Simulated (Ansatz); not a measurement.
**Sn$_{4}$HO$_{8}$: geometry relaxation (part 1 of 3)**

Sn$_{4}$HO$_{8}$ (slab, 13 atoms in the cell), computed with DFT PBEsol, scalar-relativistic, plane waves, PAW, spin-polarised (Ansatz 0.2.0).

The structure derives from a Materials Project entry. The input holds or restrains some coordinates. Forces given for the steps count only the free coordinates. It belongs to a series of runs on one base structure; here: H put at a hollow O-O site.

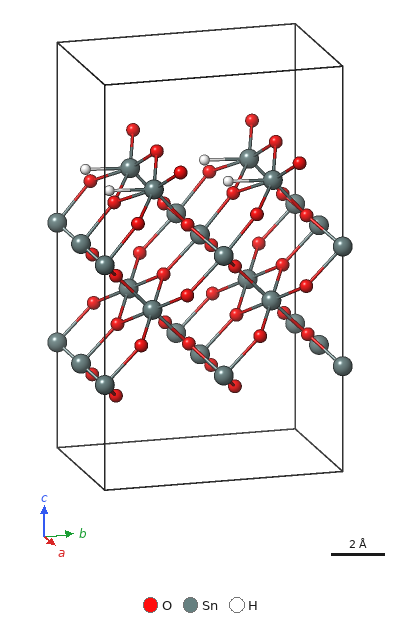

**Figure 1.** The structure as given in the input (ball-and-stick view of the 2 × 2 repeat of the cell, with the vacuum cut short, seen slightly off an axis). An atom can appear more than once, as a periodic image.

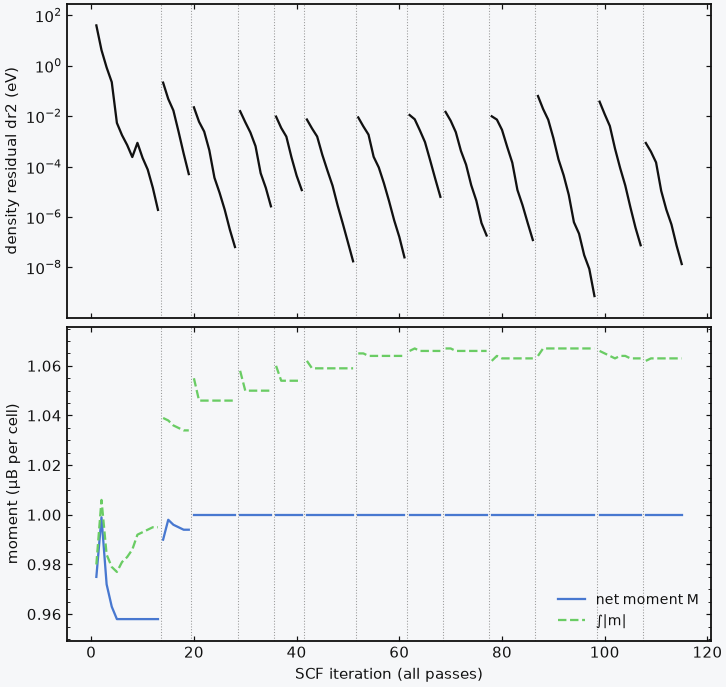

**Figure 2.** Convergence of the self-consistent field: density residual dr2 and magnetic moment against the SCF iteration. The dotted lines part the SCF passes of the relaxation: geometry steps, rejected trials and re-solves on a re-selected basis. The 13 passes take 6 to 13 iterations each, 115 in all. The net moment stays at 1.0 μB per cell.

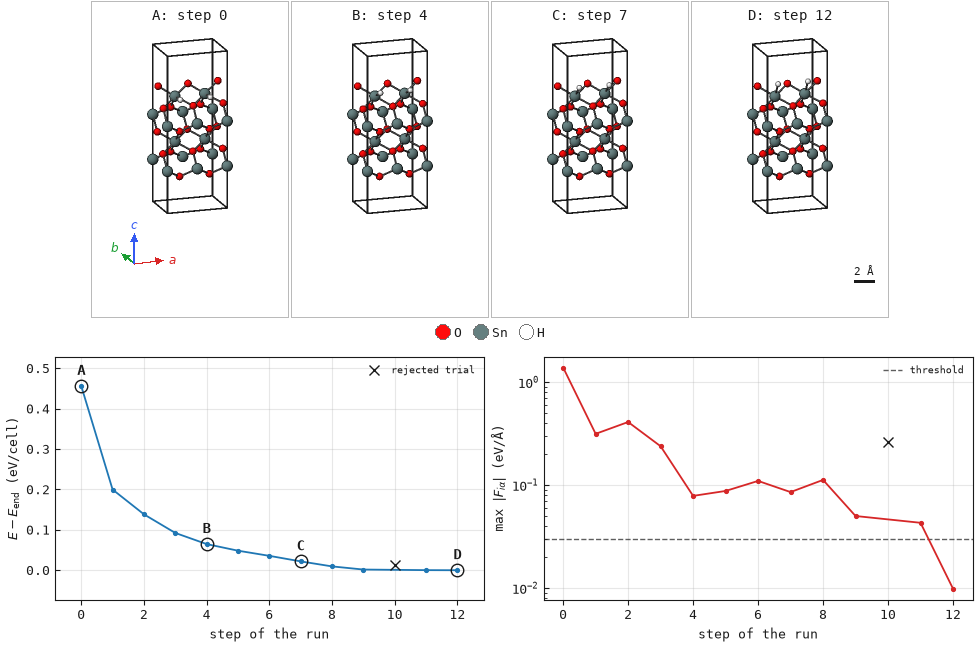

**Figure 3.** Frames of the restrained relaxation (ball-and-stick view of the 2 × 1 repeat of the cell, with the vacuum cut short, seen slightly off an axis) above the curves, on which the letters mark them (the first geometry is step 0 here and step 1 in the log).

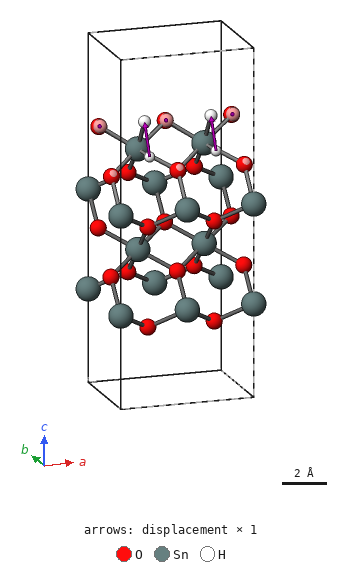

**Figure 4.** Start (faint) and end (solid) with the displacements as pink arrows, at true length (ball-and-stick view of the 2 × 1 repeat of the cell, with the vacuum cut short, seen slightly off an axis). The atom that moves furthest is H13 (1.66 Å). By element the largest moves are H 1.66 Å, O 0.20 Å, Sn 0.02 Å. The lattice vectors keep their values. Distances before and after: Sn11–H13 1.793 → 1.887 Å, Sn11–O12 2.009 → 2.050 Å, O10–Sn11 2.134 → 2.113 Å, O9–Sn11 2.032 → 2.041 Å. Among the angles that change: O9–Sn11–H13 134.6° → 170.5°, O10–Sn11–H13 59.9° → 94.7°, O12–Sn11–H13 105.6° → 78.9°. Over 12 geometry steps the energy falls by 0.456 eV per cell of the calculation. The largest force component goes from 1.4 to 0.0099 eV/Å. The line search rejected the trial step at point 10 (counted from 0) and went back. (Atoms are counted from 1 in the order of the input.)

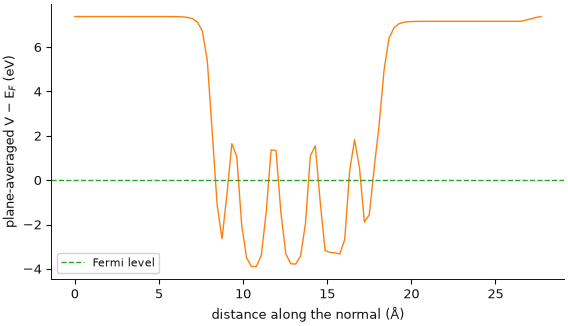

**Figure 5.** Plane average of the electrostatic potential energy of an electron across the cell, from the Fermi level. The vacuum level lies 7.17 eV above the Fermi level on the upper side and 7.38 eV on the lower.

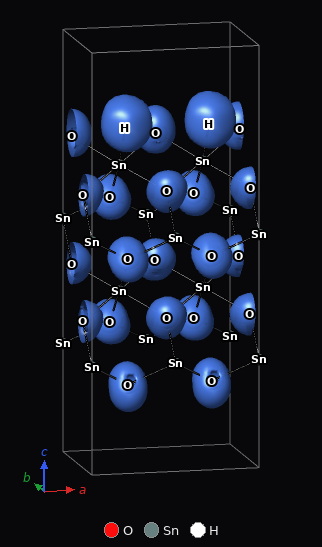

**Figure 6.** Isosurface of the ELF at 0.75 (blue), seen slightly off an axis. Only the valence region is drawn (cores and ρ < 0.01 e/Å³ removed). Sticks mark near contacts. Profiles from the grid: Sn–H (1.89 Å): the ELF climbs to about 1 towards the hydrogen, as it does in any bond to H. Sn–O (2.04 Å): the ELF is about 0.25 at the midpoint. In a PAW calculation such maps are meaningful between the atoms, not at the nuclei.

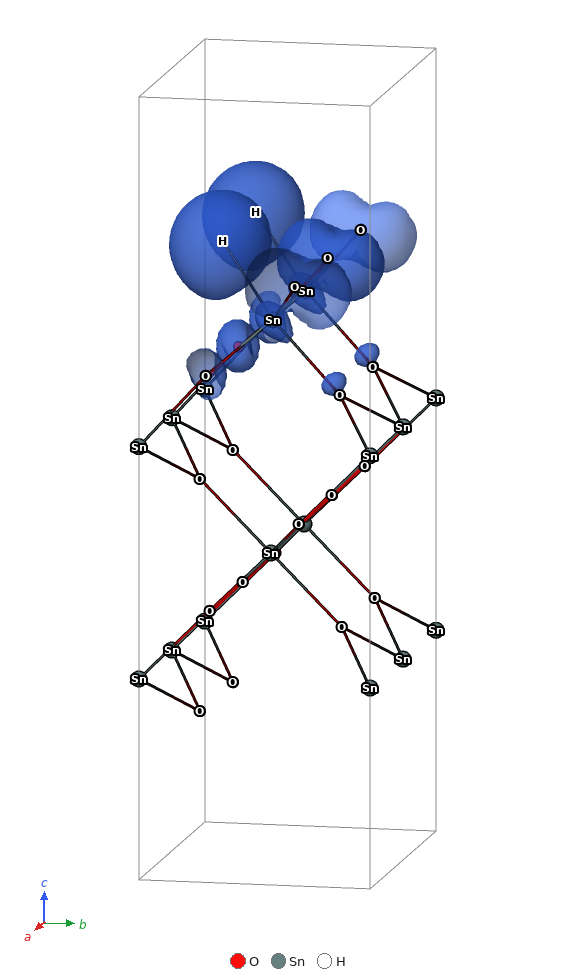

**Figure 7.** Isosurface of the spin density (up minus down) at +0.02 e/Å³ (blue), seen slightly off an axis. Sticks mark near contacts. The cell of the calculation (13 atoms) carries 1.0 μB net.

These pictures come from the run below.

### Input
```yaml
crystal:
  lattice:
    - [3.2119791572, 0.0, 0.0]
    - [0.0, 4.7700658454, 0.0]
    - [0.0, 0.0, 28.0012228805]
  atoms:
    - { symbol: O, position: [0.5, 0.1936529226, 0.3035581709] }
    - { symbol: Sn, position: [0.0, 0.0, 0.3365609493] }
    - { symbol: O, position: [0.5, 0.8063470774, 0.3695637278] }
    - { symbol: O, position: [0.0, 0.3063470774, 0.388709054] }
    - { symbol: Sn, position: [0.5, 0.5, 0.4217118325] }
    - { symbol: O, position: [0.0, 0.6936529226, 0.4547146109] }
    - { symbol: O, position: [0.5, 0.1947144516, 0.4742368542] }
    - { symbol: Sn, position: [0.0, -0.0001126388, 0.5069996989] }
    - { symbol: O, position: [0.5, 0.796062898, 0.5388997263] }
    - { symbol: O, position: [0.0, 0.278765725, 0.5625022601] }
    - { symbol: Sn, position: [0.5, 0.5126114178, 0.593057904] }
    - { symbol: O, position: [0.0, 0.6372830744, 0.630566856] }
    - { symbol: H, position: [0.5, 1.1372830744, 0.596282639], spin: 1.0 }
basis:
  ecutwfc: 420
kpoints:
  mp_grid: { grid: [8, 6, 1] }
hamiltonian:
  xc: pbesol
scf:
  occupations: { method: gaussian, width: 0.05 }
output:
  forces: true
  eigenvalues: true
  populations: true
  write_density: true
  write_potential: true
  elf: true
  volumetric_format: npy
magnetization:
  spin_polarized: true
relax:
  adjacent_minimum: "off"
  f_tol: 0.03
  max_steps: 70
  constraints: [{ sites: [0, 1, 2, 3, 4, 5] }]
efield:
  axis: 3
  dipole_correction: true
  ramp_width: 0.04
```

Run as:
```bash
ansatz run input.yaml --threads 2 --pin off --max-ram 5120MiB --backend cpu --events-out ev --progress --plain --runs-dir out
```

### Output
```
Engine: ansatz 0.2.0, x86_64-unknown-linux-gnu
Pseudopotentials: kind: paw
Pseudopotential: O, paw, valence charge 6, recommended cutoff 420 eV (normal), O.paw.azcp
Pseudopotential: Sn, paw, valence charge 14, recommended cutoff 420 eV (normal), Sn.paw.azcp
Pseudopotential: H, paw, valence charge 1, recommended cutoff 420 eV (normal), H.paw.azcp
Functional definition: PBEsol
  exchange = pbesol_x
  correlation = pbesol_c
Crystal: 13 atoms, lattice volume = 429.017 Å³
Basis set: ecut = 420 eV, 8385 PW (Γ), exchange–correlation on 48×64×384 points (8 copies of the dense FFT grid, shifted against one another)
Bands: 66, of which v1, the nominal top of the filled ones, is band 53 counted from 1 (52 counted from 0)
Symmetry: 2 space group operations
k-points: 20 of 48 (time reversal used)
Non-local potential: O, projectors of the file, l = 0: 2, l = 1: 2, l = 2: 1
Non-local potential: Sn, projectors of the file, l = 0: 2, l = 1: 2, l = 2: 2, l = 3: 2
Non-local potential: H, projectors of the file, l = 0: 2, l = 1: 1
PAW form: soft (Blöchl's): semilocal exchange-correlation on the pseudo side does not see the compensation charge
PAW frozen core: O, regenerated for the run's functional, and the local potential with it (the file was generated under x = pbe(κ = 0.804, μ = 0.2195149727645171), c = pbe(β = 0.06672455060314922))
PAW frozen core: Sn, regenerated for the run's functional, and the local potential with it (the file was generated under x = pbe(κ = 0.804, μ = 0.2195149727645171), c = pbe(β = 0.06672455060314922))
PAW one-centre angular grid: O, 110 points (default); XC on 64 Gauss nodes
PAW one-centre angular grid: Sn, 590 points (default); XC on 64 Gauss nodes
PAW one-centre angular grid: H, 110 points (default); XC on 64 Gauss nodes
Initial density: superposition of atomic densities (neutral atoms: chi_scale 0, normalization atom)
Starting moments: Σ|m| = 1 μB on 1 of 13 sites
Initial wavefunctions: pseudopotential atomic-orbital guess
Functional: x = pbesol(κ = 0.804, μ = 0.12345679012345678), c = pbesol(β = 0.046)
SCF iter   1: F=—  HF=-28308.011269 eV  |F-HF|=—  |Δ(HF+E_count)|=         —  Δρ=4.83e-2 (↑4.83e-2 ↓4.54e-2)  dr2=4.02e1  dr2_m=7.92e-2  M=0.975 μB ∫|m|=0.980 μB  β_m=0.30  ethr=3.10e-3  p=0.000 e·Å  D=1.75e-6 V/Å  ΔV_dip=-0.00 eV  dr2_dipole=1.98e-2  V_vac-E_F(+/−)=8.51/8.51 eV  ⟨swp⟩=7.8  Hψ=12725  notcnv=0  defer=26
efield: sawtooth ramp at fractional position 0.9471 (placed from the atoms, in the widest stretch of the axis that holds none; the zero of the levels goes with the place), width 0.0400; the density the first Hamiltonian is built on has a dipole p = 0.000 e·Å; the dipole correction subtracts the counter field D = 1.75e-6 V/Å, which shifts the + side's vacuum level by -0.00 eV against the − side's; the planar-averaged density in the ramp window peaks in size at 3.1e-6 e/Å³
preconditioner: auto → Resta (q_TF=auto, 2.158 Å⁻¹)  ε∞=2.0  [insulator: Δε(μ)=0.229 eV  Ē_g=18.644 eV  σ=0.050 eV  W_gap=0.50  n_scr=66 (ndim 8)  ℏωp=18.4 eV  f_vac=0.597  D(μ)=0.59/eV (n_scr^D=4)  ε∞_Penn≈2.0  vacuum switching on, ρ_ref=2.5e-2 e/Å³]
spin=Collinear: Resta preconditioning applied to the charge; magnetization (m = ρ↑ − ρ↓) channel mixes plain (no charge-response kernel on spin).
SCF iter   2: F=—  HF=-28297.597352 eV  |F-HF|=—  |Δ(HF+E_count)|=    1.04e1  Δρ=1.79e-2 (↑1.79e-2 ↓1.67e-2)  dr2=4.23e0  dr2_m=6.06e-2  M=0.999 μB ∫|m|=1.006 μB  β_m=0.30  ethr=3.10e-3  p=-0.052 e·Å  D=-2.19e-2 V/Å  ΔV_dip=0.61 eV  dr2_dipole=2.75e-3  V_vac-E_F(+/−)=8.24/7.62 eV  ⟨swp⟩=4.6  Hψ=6879  notcnv=0  defer=345  κ⁻¹=1.0e0(r=1)
SCF iter   3: F=—  HF=-28296.750100 eV  |F-HF|=—  |Δ(HF+E_count)|=   8.47e-1  Δρ=1.16e-2 (↑1.08e-2 ↓1.16e-2)  dr2=8.61e-1  dr2_m=4.32e-2  M=0.972 μB ∫|m|=0.984 μB  β_m=0.30  ethr=3.10e-3  p=-0.076 e·Å  D=-3.20e-2 V/Å  ΔV_dip=0.90 eV  dr2_dipole=1.58e-8  V_vac-E_F(+/−)=7.86/6.96 eV  ⟨swp⟩=2.3  Hψ=3971  notcnv=0  defer=349  κ⁻¹=2.4e-2(r=2)
SCF iter   4: F=—  HF=-28296.649862 eV  |F-HF|=—  |Δ(HF+E_count)|=   1.00e-1  Δρ=6.40e-3 (↑5.86e-3 ↓6.40e-3)  dr2=2.26e-1  dr2_m=2.64e-2  M=0.963 μB ∫|m|=0.979 μB  β_m=0.30  ethr=8.20e-4  p=-0.075 e·Å  D=-3.17e-2 V/Å  ΔV_dip=0.89 eV  dr2_dipole=2.48e-6  V_vac-E_F(+/−)=7.76/6.87 eV  ⟨swp⟩=2.0  Hψ=2481  notcnv=0  defer=349  κ⁻¹=6.8e-3(r=3)
SCF iter   5: F=—  HF=-28296.639507 eV  |F-HF|=—  |Δ(HF+E_count)|=   1.04e-2  Δρ=2.44e-3 (↑2.44e-3 ↓2.11e-3)  dr2=5.43e-3  dr2_m=1.85e-2  M=0.958 μB ∫|m|=0.977 μB  β_m=0.30  ethr=2.16e-4  p=-0.073 e·Å  D=-3.09e-2 V/Å  ΔV_dip=0.87 eV  dr2_dipole=1.09e-7  V_vac-E_F(+/−)=7.58/6.71 eV  ⟨swp⟩=2.2  Hψ=3552  notcnv=0  defer=349  κ⁻¹=1.2e-4(r=4)
SCF iter   6: F=—  HF=-28296.650197 eV  |F-HF|=—  |Δ(HF+E_count)|=   1.07e-2  Δρ=1.88e-3 (↑1.67e-3 ↓1.88e-3)  dr2=1.77e-3  dr2_m=1.19e-2  M=0.958 μB ∫|m|=0.981 μB  β_m=0.30  ethr=5.17e-6  p=-0.073 e·Å  D=-3.09e-2 V/Å  ΔV_dip=0.86 eV  dr2_dipole=1.57e-6  V_vac-E_F(+/−)=7.54/6.67 eV  ⟨swp⟩=2.8  Hψ=4907  notcnv=0  defer=349  κ⁻¹=3.2e-5(r=5)
SCF iter   7: F=—  HF=-28296.656192 eV  |F-HF|=—  |Δ(HF+E_count)|=   6.00e-3  Δρ=1.42e-3 (↑1.42e-3 ↓1.40e-3)  dr2=7.22e-4  dr2_m=7.58e-3  M=0.958 μB ∫|m|=0.983 μB  β_m=0.30  ethr=1.68e-6  p=-0.074 e·Å  D=-3.11e-2 V/Å  ΔV_dip=0.87 eV  dr2_dipole=1.22e-5  V_vac-E_F(+/−)=7.53/6.66 eV  ⟨swp⟩=2.1  Hψ=3574  notcnv=0  defer=349  κ⁻¹=1.0e-5(r=6)
SCF iter   8: F=—  HF=-28296.659975 eV  |F-HF|=—  |Δ(HF+E_count)|=   3.78e-3  Δρ=1.13e-3 (↑1.08e-3 ↓1.13e-3)  dr2=2.41e-4  dr2_m=4.73e-3  M=0.958 μB ∫|m|=0.986 μB  β_m=1.20  ethr=6.87e-7  p=-0.076 e·Å  D=-3.20e-2 V/Å  ΔV_dip=0.90 eV  dr2_dipole=6.57e-7  V_vac-E_F(+/−)=7.52/6.63 eV  ⟨swp⟩=2.6  Hψ=3697  notcnv=0  defer=349
Mixer restart at iter 8: flushing history
spin-set hold released at iteration 8 (site moments contracting): the magnetisation degrees of freedom join the quasi-Newton model from the next iteration; the mixer history was flushed
SCF iter   9: F=—  HF=-28296.664558 eV  |F-HF|=—  |Δ(HF+E_count)|=   4.58e-3  Δρ=3.21e-4 (↑1.61e-4 ↓3.21e-4)  dr2=8.79e-4  dr2_m=1.37e-4  M=0.958 μB ∫|m|=0.992 μB  β_m=1.20  ethr=2.29e-7  p=-0.076 e·Å  D=-3.18e-2 V/Å  ΔV_dip=0.89 eV  dr2_dipole=4.18e-5  V_vac-E_F(+/−)=7.51/6.62 eV  ⟨swp⟩=3.9  Hψ=5821  notcnv=0  defer=349  κ⁻¹=1.0e0(r=1)
density mixer auto → broyden: gapped, with many states about μ (density of states about μ 0.26 of a free-electron gas's, 66 screened modes)
SCF iter  10: F=—  HF=-28296.664921 eV  |F-HF|=—  |Δ(HF+E_count)|=   3.63e-4  Δρ=1.31e-4 (↑1.18e-4 ↓1.31e-4)  dr2=2.24e-4  dr2_m=8.70e-6  M=0.958 μB ∫|m|=0.993 μB  β_m=1.20  ethr=2.29e-7  p=-0.078 e·Å  D=-3.28e-2 V/Å  ΔV_dip=0.92 eV  dr2_dipole=8.76e-7  V_vac-E_F(+/−)=7.52/6.60 eV  ⟨swp⟩=2.5  Hψ=4096  notcnv=0  defer=349  κ⁻¹=1.5e-1(r=2)
SCF iter  11: F=—  HF=-28296.665279 eV  |F-HF|=—  |Δ(HF+E_count)|=   3.58e-4  Δρ=8.02e-5 (↑8.02e-5 ↓7.27e-5)  dr2=7.70e-5  dr2_m=1.38e-6  M=0.958 μB ∫|m|=0.994 μB  β_m=1.20  ethr=2.13e-7  p=-0.078 e·Å  D=-3.29e-2 V/Å  ΔV_dip=0.92 eV  dr2_dipole=7.37e-7  V_vac-E_F(+/−)=7.51/6.59 eV  ⟨swp⟩=2.0  Hψ=3160  notcnv=0  defer=349  κ⁻¹=1.8e-2(r=3)
SCF iter  12: F=—  HF=-28296.665561 eV  |F-HF|=—  |Δ(HF+E_count)|=   2.82e-4  Δρ=3.98e-5 (↑3.98e-5 ↓3.77e-5)  dr2=1.45e-5  dr2_m=2.36e-7  M=0.958 μB ∫|m|=0.995 μB  β_m=1.20  ethr=2.14e-8  p=-0.078 e·Å  D=-3.31e-2 V/Å  ΔV_dip=0.93 eV  dr2_dipole=8.10e-8  V_vac-E_F(+/−)=7.51/6.59 eV  ⟨swp⟩=29.3  Hψ=32607  notcnv=0  κ⁻¹=2.1e-3(r=4)
SCF iter  13: F=-28296.665665 eV  HF=-28296.665653 eV  |F-HF|=1.17e-5  |Δ(HF+E_count)|=   9.17e-5  Δρ=1.52e-5 (↑1.52e-5 ↓1.42e-5)  dr2=1.93e-6  dr2_m=3.64e-8  M=0.958 μB ∫|m|=0.995 μB  ethr=1.38e-8  p=-0.078 e·Å  D=-3.30e-2 V/Å  ΔV_dip=0.92 eV  dr2_dipole=2.50e-9  V_vac-E_F(+/−)=7.51/6.59 eV  ⟨swp⟩=17.4  Hψ=25823  notcnv=0
SCF 1 converged in 13 iterations: F = -28296.665665 eV  dr2 = 1.93e-6
  Residual-converged pass: ⟨swp⟩=1.0  Hψ=2800  notcnv=0  max |occ|·‖R‖ = 7.0e-9 eV (tolerance 1.0e-8 eV)  dr2=1.93e-6  dr2_m=3.64e-8  dr2_onsite=6.87e-6  max |Δocc| = 2.1e-10
  greatest PAW one-centre occupation: 0.997 electrons in one spin orbital (limit 2), on the Sn atom at site 7 (counted from 0), in its partial waves of l = 2
relax step   1: F+E_penalty+E_count = -28296.66566452 eV  Δ(F+E_penalty+E_count) = +0.000e0 eV  max|allowed force component| = 1.390e0 eV/Å  Δτ_max = 0.0000 Å  (13 SCF iters, dr2 threshold 2.25e-5 eV, accepted)
Initial density: handed on by an earlier stage of this run
Starting moments: Σ|m| = 1 μB on 1 of 13 sites; this step starts from the density that it was given
Initial wavefunctions: those handed on with the density
iter 1 solved again at ethr=2.06e-4 eV; its pass at ethr=3.10e-3 eV (dr2=2.16e-1 eV) is discarded
```
